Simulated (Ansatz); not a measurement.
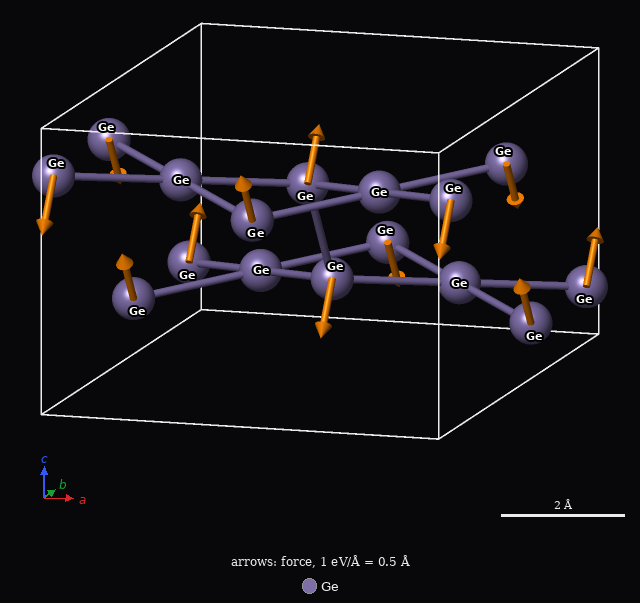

Starting geometry of a crystal of Ge (a generated structure, set up in Imma) (coarse preliminary run) with the computed forces as orange arrows. The picture is a ball-and-stick view of the conventional cell (2 times the calculation's cell), seen slightly off an axis. Lengths and directions refer to the drawn axes.

Level of theory: DFT PBE, scalar-relativistic, plane waves, PAW (Ansatz). (plane-wave cutoff 420 eV; k-point mesh 4 × 4 × 4; occupations gaussian; smearing width 0.1 eV; no spin polarisation; cell and atoms relaxed; force threshold 0.04 eV/Å; at most 70 steps)

What follows when this structure is relaxed?

Answer. It isn't relaxed: the largest force vector, on Ge atoms, is 2.16 eV/Å. The final displacements follow the starting forces only in part (cosine between the two patterns 0.78). After 7 accepted moves (10 points after the start) the energy has fallen by 3.221 eV per cell of the calculation. The largest force component goes from 1.7 to 0.0021 eV/Å. The pressure goes from 16.37 to 0.02 GPa. The line search rejected the trial step at point 6 of the run. At 2 points the geometry stayed and the basis and grid were re-selected for the new cell (energy shift of 31.6 meV per cell of the calculation at most each time). The largest moves relative to the cell, 0.22 Å, are those of Ge atoms. Cell: a 6.773 → 7.726 Å (+14.1 %), b 8.894 → 9.763 Å (+9.8 %), c 4.761 → 3.983 Å (−16.4 %). Volume +4.7 %. Some distances before and after: Ge–Ge 3.215 → 2.501 Å, Ge–Ge 2.306 → 2.563 Å, Ge–Ge 2.295 → 2.501 Å. New bonds form: Ge–Ge (3.22 → 2.50 Å). Bond angles that change, for instance: Ge–Ge–Ge 119.3° → 113.4°, Ge–Ge–Ge 94.5° → 97.8°. The space group (tolerance 0.01 Å) goes from Imma (No. 74) to Cmmm (No. 65). Cost: 71 s on 1 thread of Arm Neoverse V2, on a shared host, peak memory 0.46 GiB.
